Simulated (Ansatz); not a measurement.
Input file:

```
crystal:
  lattice:
    - [3.9333431541, 0.0, 0.0]
    - [-1.9666715771, 3.4063750933, 0.0]
    - [0.0, 0.0, 9.5990957099]
  atoms:
    - { symbol: Si, position: [0.3333333333, 0.6666666667, 0.5396820658] }
    - { symbol: Si, position: [0.6666666667, 0.3333333333, 0.2140555] }
    - { symbol: Si, position: [0.3333333333, 0.6666666667, 0.7859445] }
    - { symbol: Si, position: [0.6666666667, 0.3333333333, 0.4603179342] }
    - { symbol: Ge, position: [0.0, 0.0, 0.8705215655] }
    - { symbol: Ge, position: [0.0, 0.0, 0.1294784345] }
basis:
  ecutwfc: 420
kpoints:
  mp_grid: { grid: [12, 12, 4] }
hamiltonian:
  xc: pbe
scf:
  occupations: { method: gaussian, width: 0.02 }
output:
  forces: true
  stress: true
  eigenvalues: true
  write_density: true
  write_potential: true
  elf: true
  volumetric_format: npy
relax:
  adjacent_minimum: "off"
  f_tol: 0.01
  max_steps: 80
  cell: { stress_tol: 0.05 }
```

Run with:

```sh
ansatz run input.yaml --threads 1 --pin off --max-ram 2560MiB --backend cpu --events-out ev --progress --plain --runs-dir out
```

Below, planes, directions and counts refer to the conventional cell (a = 3.93 Å, b = 3.93 Å, c = 9.62 Å, α = 90.00°, β = 90.00°, γ = 120.00°).

The fields are those of the run's last geometry, not of the input's.

Space group P-3m1; a structure generated by program, which may or may not match a known phase.

The calculation used Ansatz 0.2.0, DFT PBE, scalar-relativistic, plane waves, PAW.

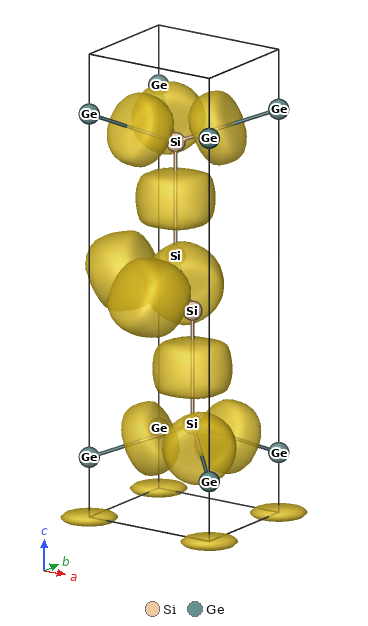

Si₂Ge. Isosurface of the ELF at 0.7 (yellow), seen slightly off an axis. Core shells and regions of very low density are left out. Sticks mark near contacts.

Core electrons are frozen (PAW), and the valence fields are smoothed inside the atomic spheres.

Describe the localisation domains.

The surface consists of one region between bonded Ge–Ge atoms (shared pairs), six regions between bonded Ge–Si atoms (shared pairs) and five regions between bonded Si–Si atoms (shared pairs), counted in one cell of 6 atoms. Regions shared between cells count once.

Values along the shortest contacts:
Si–Si (2.37 Å): the ELF peaks at about 0.95 between the atoms, as expected for localised, covalent bonding. Si–Ge (2.41 Å): the ELF peaks at about 0.95 between the atoms, as expected for localised, covalent bonding.
